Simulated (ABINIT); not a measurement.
## Geometry relaxation of HfB2 (part 3 of 3)

The same run, continued: HfB2 (P6/mmm, 3 atoms in the cell); Kohn-Sham DFT of a periodic cell, PBE with D3, JTH PAW PBE v2.0, no spin polarisation (ABINIT 10.8.3); cutoff 517.02 eV, 10×10×8 k-mesh, fermi-dirac of 0.05 eV. The structure derives from an entry of the Crystallography Open Database.

Geometry of the input (Å; fractional positions):
```
3.1400  0.0000  0.0000
-1.5700  2.7193  0.0000
0.0000  0.0000  3.4800
Hf 0.0000  0.0000  0.0000
B  0.6667  0.3333  0.5000
B  0.3333  0.6667  0.5000
```

Trajectory as extended XYZ (Å, eV, eV/Å), 5 frames, from step=0 to step=4:
```
3
Lattice="3.1400 0.0000 0.0000 -1.5700 2.7193 0.0000 0.0000 0.0000 3.4800" Properties=species:S:1:pos:R:3:forces:R:3 step=0 energy=-1521.09814
Hf    0.0000    0.0000    0.0000    0.0000   0.0000   0.0000
B     1.5700    0.9064    1.7400    0.0000   0.0000   0.0000
B     0.0000    1.8129    1.7400    0.0000   0.0000   0.0000
3
Lattice="3.1300 0.0000 0.0000 -1.5650 2.7107 0.0000 0.0000 0.0000 3.4739" Properties=species:S:1:pos:R:3:forces:R:3 step=1 energy=-1521.10073
Hf    0.0000    0.0000    0.0000    0.0000   0.0000   0.0000
B     1.5650    0.9036    1.7369    0.0000   0.0000   0.0000
B     0.0000    1.8071    1.7369    0.0000   0.0000   0.0000
3
Lattice="3.1270 0.0000 0.0000 -1.5635 2.7080 0.0000 0.0000 0.0000 3.4735" Properties=species:S:1:pos:R:3:forces:R:3 step=2 energy=-1521.10089
Hf    0.0000    0.0000    0.0000    0.0000   0.0000   0.0000
B     1.5635    0.9027    1.7367    0.0000   0.0000   0.0000
B     0.0000    1.8054    1.7367    0.0000   0.0000   0.0000
3
Lattice="3.1266 0.0000 0.0000 -1.5633 2.7077 0.0000 0.0000 0.0000 3.4743" Properties=species:S:1:pos:R:3:forces:R:3 step=3 energy=-1521.10090
Hf    0.0000    0.0000    0.0000    0.0000   0.0000   0.0000
B     1.5633    0.9026    1.7371    0.0000   0.0000   0.0000
B     0.0000    1.8051    1.7371    0.0000   0.0000   0.0000
3
Lattice="3.1263 0.0000 0.0000 -1.5632 2.7075 0.0000 0.0000 0.0000 3.4755" Properties=species:S:1:pos:R:3:forces:R:3 step=4 energy=-1521.10091
Hf    0.0000    0.0000    0.0000    0.0000   0.0000   0.0000
B     1.5632    0.9025    1.7377    0.0000   0.0000   0.0000
B     0.0000    1.8050    1.7377    0.0000   0.0000   0.0000
```

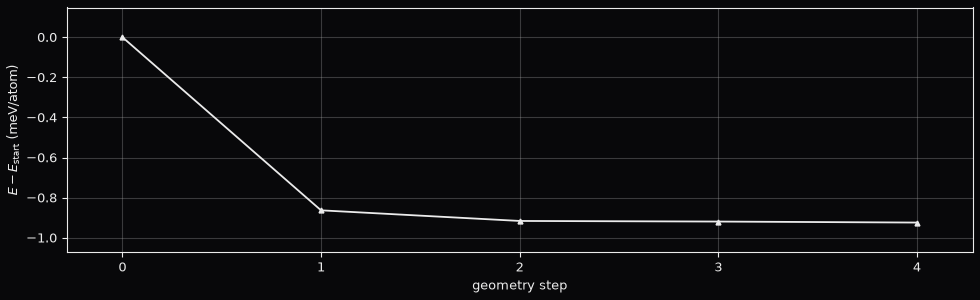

Progress of the relaxation, step by step (steps are counted from 0). The energy falls by 0.9 meV per atom in 4 geometry steps. All forces vanish by symmetry, so only the cell relaxes. The atoms keep their places relative to the cell (all moves are under 0.005 Å). 

Key numbers:

```csv
quantity,value
outcome,converged
space group (tolerance 0.01 Å),P6/mmm (191)
electrons treated,18
free energy,−1521.1009 eV
Fermi energy,3.086 eV
gap on the k-point mesh,none (metallic)
pressure,0.00 GPa
final volume,29.42 Å³
largest force (length of the vector) at the end,under 0.001 eV/Å
final cell,"a = 3.126 Å, b = 3.126 Å, c = 3.475 Å, α = 90.00°, β = 90.00°, γ = 120.00°"
wall time,2.1 min
peak memory,0.14 GiB
```

Notes:

Spin–orbit coupling is left out, which matters for Hf.
